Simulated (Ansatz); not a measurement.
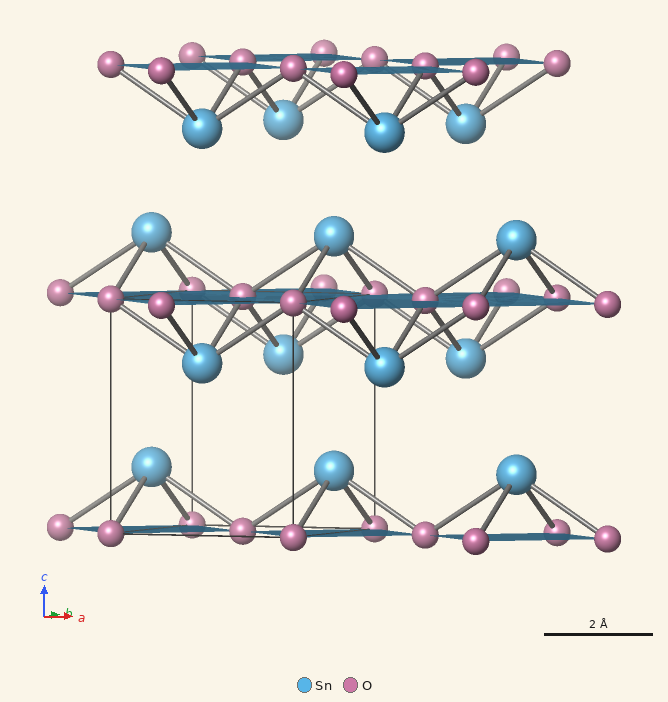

Fig. 1: The input geometry (polyhedral view of the cell of the calculation, repeated 2 × 1 × 2, seen at an oblique angle; polyhedra are completed across the faces of the cell).

**SnO: phonon calculation**

System: SnO (P4/nmm, 4 atoms in the cell).
Method: DFT PBEsol, scalar-relativistic, plane waves, PAW, no spin polarisation (Ansatz 0.2.0).

The structure derives from an entry of the Crystallography Open Database. It belongs to a series of runs on one base structure; here: zone-centre phonons at 7 GPa.

The input
```yaml
crystal:
  lattice:
    - [3.7160295289, 0.0, 0.0]
    - [0.0, 3.7160295289, 0.0]
    - [0.0, 0.0, 4.3690863263]
  atoms:
    - { symbol: Sn, position: [0.0, 0.5, 0.2656936372] }
    - { symbol: Sn, position: [0.5, 0.0, 0.7343063628] }
    - { symbol: O, position: [0.0, 0.0, 0.0] }
    - { symbol: O, position: [0.5, 0.5, 0.0] }
basis:
  ecutwfc: 420
kpoints:
  mp_grid: { grid: [12, 12, 10] }
hamiltonian:
  xc: pbesol
scf:
  occupations: { method: fermi_dirac, width: 0.15 }
output:
  eigenvalues: true
phonons:
  method: dfpt
  eigenvectors: true
```

Run on 1 thread of Intel Xeon (Sapphire Rapids), 32 GiB of memory available, shared host.

Run as:
```bash
ansatz run input.yaml --threads 1 --pin off --max-ram 3072MiB --backend cpu --events-out ev --progress --plain --runs-dir out
```

The program's output
```
zone centre: on kpoints.mp_grid the ground state, and the responses unless they are solved on pairs of k-points, stand on 294 of the mesh's 1440 k-points, reduced under 4 symmetry operations, with k and −k counted as one. Each operation leaves every solved displacement unchanged or reverses it
Engine: ansatz 0.2.0, x86_64-unknown-linux-gnu
Pseudopotentials: kind: paw
Pseudopotential: Sn, paw, valence charge 14, recommended cutoff 420 eV (normal), Sn.paw.azcp
Pseudopotential: O, paw, valence charge 6, recommended cutoff 420 eV (normal), O.paw.azcp
Functional definition: PBEsol
  exchange = pbesol_x
  correlation = pbesol_c
Crystal: 4 atoms, lattice volume = 60.332 Å³
Basis set: ecut = 420 eV, 1191 PW (Γ), exchange–correlation on 60×60×60 points (8 copies of the dense FFT grid, shifted against one another)
Bands: 24, of which v1, the nominal top of the filled ones, is band 20 counted from 1 (19 counted from 0)
Symmetry: 16 space group operations
k-points: 294 of 1440 (irreducible under 4 space group operations, time reversal used)
Non-local potential: Sn, projectors of the file, l = 0: 2, l = 1: 2, l = 2: 2, l = 3: 2
Non-local potential: O, projectors of the file, l = 0: 2, l = 1: 2, l = 2: 1
PAW form: soft (Blöchl's): semilocal exchange-correlation on the pseudo side does not see the compensation charge
PAW frozen core: Sn, regenerated for the run's functional, and the local potential with it (the file was generated under x = pbe(κ = 0.804, μ = 0.2195149727645171), c = pbe(β = 0.06672455060314922))
PAW frozen core: O, regenerated for the run's functional, and the local potential with it (the file was generated under x = pbe(κ = 0.804, μ = 0.2195149727645171), c = pbe(β = 0.06672455060314922))
PAW one-centre angular grid: Sn, 590 points (default); XC on 64 Gauss nodes
PAW one-centre angular grid: O, 110 points (default); XC on 64 Gauss nodes
Initial density: superposition of atomic densities (neutral atoms: chi_scale 0, normalization atom), corrected by the library's trained network
Initial wavefunctions: pseudopotential atomic-orbital guess
Functional: x = pbesol(κ = 0.804, μ = 0.12345679012345678), c = pbesol(β = 0.046)
SCF iter   1: F=—  HF=-13021.312089 eV  |F-HF|=—  |Δ(HF+E_count)|=         —  Δρ=1.59e-2  dr2=1.22e-1  ethr=1.77e-3  ⟨swp⟩=5.4  Hψ=30883  notcnv=0
preconditioner: auto → Kerker (q_TF=auto, 2.548 Å⁻¹)  [metal: Δε(μ)=0.039 eV  Ē_g=18.393 eV  σ=0.150 eV  W_gap=0.06  n_scr=18 (ndim 8)  ℏωp=30.2 eV  f_vac=0.000  D(μ)=0.39/eV (n_scr^D=0)]
SCF iter   2: F=—  HF=-13021.281750 eV  |F-HF|=—  |Δ(HF+E_count)|=   3.03e-2  Δρ=2.91e-3  dr2=2.75e-3  ethr=3.06e-4  ⟨swp⟩=2.0  Hψ=11840  notcnv=0
SCF iter   3: F=—  HF=-13021.281387 eV  |F-HF|=—  |Δ(HF+E_count)|=   3.63e-4  Δρ=1.53e-3  dr2=9.54e-4  ethr=6.88e-6  ⟨swp⟩=2.8  Hψ=13215  notcnv=0
SCF iter   4: F=—  HF=-13021.281296 eV  |F-HF|=—  |Δ(HF+E_count)|=   9.08e-5  Δρ=3.05e-4  dr2=7.84e-5  ethr=2.38e-6  ⟨swp⟩=2.2  Hψ=12962  notcnv=0
SCF iter   5: F=—  HF=-13021.281302 eV  |F-HF|=—  |Δ(HF+E_count)|=   6.33e-6  Δρ=1.08e-4  dr2=9.23e-6  ethr=1.96e-7  ⟨swp⟩=2.0  Hψ=12952  notcnv=0
SCF iter   6: F=—  HF=-13021.281304 eV  |F-HF|=—  |Δ(HF+E_count)|=   1.86e-6  Δρ=2.76e-5  dr2=5.26e-7  ethr=2.31e-8  ⟨swp⟩=2.5  Hψ=9833  notcnv=0
SCF iter   7: F=—  HF=-13021.281305 eV  |F-HF|=—  |Δ(HF+E_count)|=   3.50e-7  Δρ=5.28e-6  dr2=2.00e-8  ethr=1.32e-9  ⟨swp⟩=2.0  Hψ=9356  notcnv=0
SCF iter   8: F=—  HF=-13021.281305 eV  |F-HF|=—  |Δ(HF+E_count)|=   2.19e-9  Δρ=1.54e-6  dr2=3.39e-9  ethr=5.00e-11  ⟨swp⟩=2.0  Hψ=12795  notcnv=0
SCF iter   9: F=—  HF=-13021.281305 eV  |F-HF|=—  |Δ(HF+E_count)|=  8.62e-10  Δρ=7.61e-7  dr2=4.84e-10  ethr=8.48e-12  ⟨swp⟩=2.1  Hψ=12455  notcnv=0
SCF iter  10: F=—  HF=-13021.281305 eV  |F-HF|=—  |Δ(HF+E_count)|=  1.86e-10  Δρ=3.37e-7  dr2=6.71e-11  ethr=1.21e-12  ⟨swp⟩=2.0  Hψ=12820  notcnv=0
SCF iter  11: F=—  HF=-13021.281305 eV  |F-HF|=—  |Δ(HF+E_count)|=  5.46e-12  Δρ=1.19e-7  dr2=1.27e-11  ethr=1.00e-12  ⟨swp⟩=6.6  Hψ=33588  notcnv=0
SCF iter  12: F=-13021.281305 eV  HF=-13021.281305 eV  |F-HF|=1.82e-12  |Δ(HF+E_count)|=  1.82e-12  Δρ=2.26e-8  dr2=3.03e-13  ethr=1.00e-12  ⟨swp⟩=6.1  Hψ=30435  notcnv=0
SCF 1 converged in 12 iterations: F = -13021.281305 eV  dr2 = 3.03e-13
  greatest PAW one-centre occupation: 0.994 electrons in one spin orbital (limit 2), on the Sn atom at site 1 (counted from 0), in its partial waves of l = 2
```

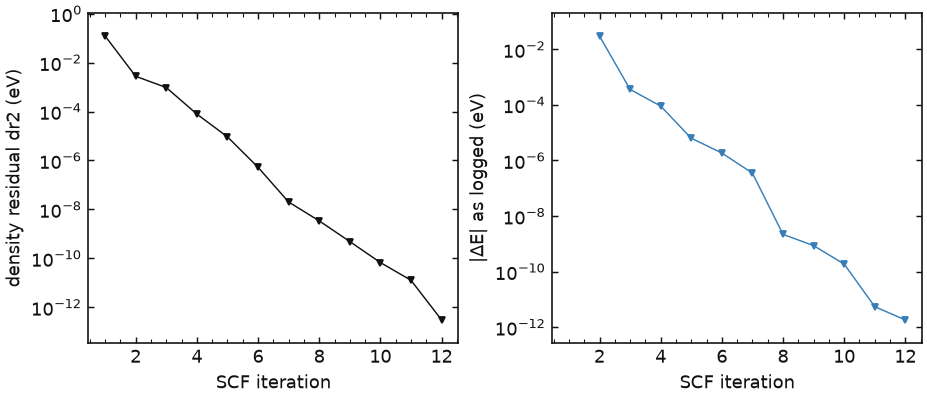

Fig. 2: Convergence of the self-consistent field: density residual dr2 and size of the energy change against the SCF iteration. The residual falls at every step.

```
DFPT response loops at Γ: preconditioner auto → Kerker (q_TF=auto, 2.548 Å⁻¹) (partly filled bands, converged f_vac=0.000); β = 1.00, the filter's whole step (`scf.mixing.beta` (0.50) is not read by the response loops under this deck's `scf.mixing.preconditioner`; to damp them name `kerker` or `kerker_dos`, under which they read `scf.mixing.beta`, and type it under 1.00, their step now; both keys bind the ground state too); Broyden in place of MSR1
SCF converged after 12 iterations
Free energy (F): -13021.281305 eV
Harris-Foulkes:  -13021.281305 eV  (|F-HF|=1.82e-12)
Internal energy: -13021.253917 eV  (E = F + TS)
E sigma→0 (E₀):  -13021.267611 eV
Entropy (-TS):   -0.027388 eV (-6.847 meV/atom)
Fermi energy:    12.199412 eV
--- Per-component energies (eV) ---
  E_band       = -106.599235
  E_kinetic    = 728.702719
  E_local      = -2196.531559  (includes V_loc(G=0)·N_el)
  E_nonlocal   = 37.137552
  E_hartree    = 1245.802746
  E_xc         = -905.684000
  E_vxc        = -382.957162  (∫ρ·V_xc dr)
  E_paw        = -8437.548652  (= ΣΔE_a)
  E_vpaw       = -784.561156  (= ΣTr[D̂ρ^β])
  E_aug_tail   = 0.004862  (compensation charges beyond the density's cutoff)
  E_ewald      = -3493.777841
  E_core_change = 0.640255  (= ΣΔE_core)
  E_smearing   = -0.027388  (= −TS)
  E_closure    = 0.000000  (closes the sum)
  Σ components = -13021.281305   (vs F -13021.281305, Δ=0.00e0)
--- Band table (eV; the first three rows and the last of 294) ---
  k-point 0: bands = ["-10.0688", "-9.5573", "-9.5573", "-9.5096", "-9.4940", "-9.4861", "-9.3818", "-9.3715", "-9.3548", "-9.3548", "-8.6159", "-5.4748", "4.3541", "4.4590", "5.3724", "5.3724", "8.4040", "8.8203", "8.8203", "12.3020", "15.0444", "16.3089", "16.3089", "18.0086"]
  k-point 1: bands = ["-10.0633", "-9.5530", "-9.5530", "-9.5152", "-9.4919", "-9.4835", "-9.3836", "-9.3741", "-9.3603", "-9.3603", "-8.6055", "-5.4751", "3.5160", "5.3972", "5.3972", "5.4164", "8.3891", "8.8197", "8.8197", "12.2965", "14.7893", "15.9742", "15.9742", "17.8152"]
  k-point 2: bands = ["-10.0483", "-9.5403", "-9.5403", "-9.5303", "-9.4858", "-9.4761", "-9.3891", "-9.3816", "-9.3761", "-9.3761", "-8.5779", "-5.4760", "2.7794", "5.4639", "5.4639", "6.5103", "8.3509", "8.8165", "8.8165", "12.2112", "14.2712", "15.3486", "15.3486", "17.1575"]
  k-point 293: bands = ["-9.9825", "-9.9825", "-9.4806", "-9.4806", "-9.4610", "-9.4610", "-9.4389", "-9.4389", "-9.3701", "-9.3701", "-6.4202", "-6.4202", "2.7262", "2.7262", "5.7552", "5.7552", "8.7666", "8.7666", "9.5146", "9.5146", "14.2108", "14.2108", "17.3377", "17.3377"]
--- Phonons (Γ-DFPT): 4 representative perturbations + reference, on 294 of 1440 k-points (Σ response iterations 12) ---
  k mesh reduced under 4 symmetry operations, with k and −k counted as one. Each operation leaves every solved displacement unchanged or reverses it
  ASR residual: 1.278e-4 → 0.000e0 eV/Å²; symmetrization residual: 2.612e-6 eV/Å²
  ASR residual per site (eV/Å²): 6.12e-6 6.12e-6 1.28e-4 1.28e-4
  Γ frequencies (cm⁻¹): 0.00 0.00 0.00 129.13 129.13 221.25 302.99 302.99 366.81 375.20 507.72 507.72
  non-analytic LO–TO correction: not included (Born effective charges unavailable; polar crystals: no LO–TO splitting at Γ)
```

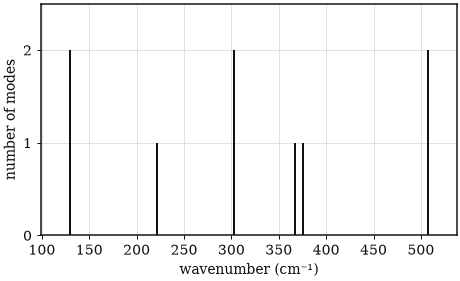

Fig. 3: Optical phonons at the zone centre (no LO–TO term); neighbouring modes closer than 3 cm⁻¹ are counted in one stick. 9 modes from 129 to 508 cm⁻¹, none imaginary.

Summary

| quantity | value |
| --- | --- |
| outcome | converged |
| space group (tolerance 0.01 Å) | P4/nmm (129) |
| electrons treated | 40 |
| free energy | −13021.2813 eV |
| Fermi energy | 12.199 eV |
| gap on the k-point mesh | none (metallic) |
| wall time | 2.2 min |
| peak memory | 1.7 GiB |

Remarks

Results for this metal are sensitive to the k-point mesh.
